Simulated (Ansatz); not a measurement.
Cell and atoms:

```cif
data_structure
_symmetry_space_group_name_H-M 'I m -3 m'
_symmetry_Int_Tables_number 229
_cell_length_a 2.8852
_cell_length_b 2.8852
_cell_length_c 2.8852
_cell_angle_alpha 90.000
_cell_angle_beta 90.000
_cell_angle_gamma 90.000
_cell_volume 24.02
loop_
_atom_site_label
_atom_site_type_symbol
_atom_site_symmetry_multiplicity
_atom_site_Wyckoff_symbol
_atom_site_fract_x
_atom_site_fract_y
_atom_site_fract_z
_atom_site_occupancy
Cu1 Cu 2 a 0.00000 0.00000 0.00000 1
```

What crystal do these data define?

Answer. The element is copper. The lattice is body-centred cubic and the space group Im-3m (No. 229). Prototype: body-centred cubic (W type). The cell holds two atoms. Cu is surrounded by eight Cu in a cubic arrangement at 2.50 Å. Not all metal-metal contacts are counted. The bonds build a three-dimensional framework.

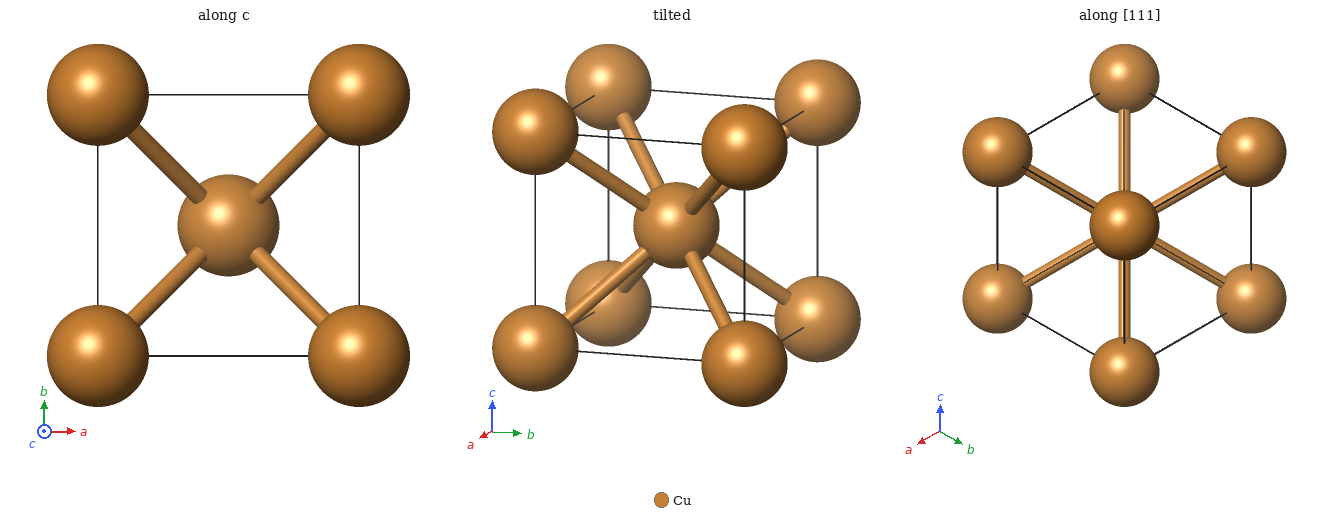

An orthographic ball-and-stick view of the structure, along the c axis, slightly off an axis and along [111]. Lines trace the edges of the conventional unit cell.

Its origin is a structure listed in the Materials Project, with elements exchanged, so it need not be a known form of the compound. Atoms and cell were optimised with Ansatz, DFT PBE, scalar-relativistic, plane waves, PAW.
